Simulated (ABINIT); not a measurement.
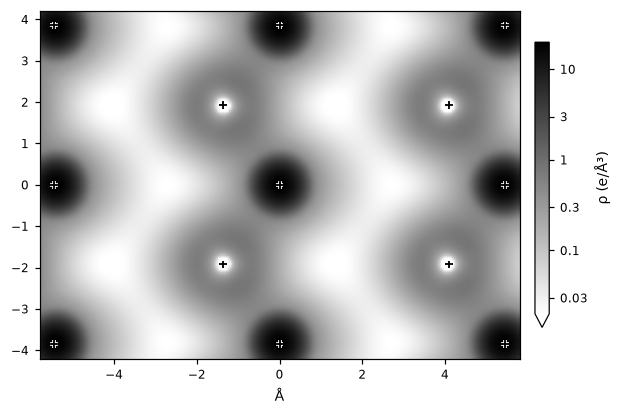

The valence pseudo-density on a plane through atoms (crosses mark nuclei in the plane).

Computed with Kohn-Sham DFT of a periodic cell, PBE, JTH PAW PBE v2.0 (ABINIT 10.8.3).

Candidates:
A. GaP, a = 5.45 Å, b = 5.45 Å, c = 5.45 Å, α = 90.00°, β = 90.00°, γ = 90.00°. Space group F-43m; computed pressure about 3 GPa in this cell.
B. Ir, a = 3.83 Å, b = 3.83 Å, c = 3.83 Å, α = 90.00°, β = 90.00°, γ = 90.00°. Space group Fm-3m; computed pressure about 16 GPa in this cell.
C. BN, a = 3.63 Å, b = 3.63 Å, c = 3.63 Å, α = 90.00°, β = 90.00°, γ = 90.00°. Space group F-43m; a structure from a database of computed crystals, not necessarily the ambient phase.

**Which candidate gave the map?**

Candidate A: GaP on the (011) plane of the conventional cell, which holds Ga and P. Ga–P (2.36 Å): ρ is about 0.55 e/Å³ halfway.
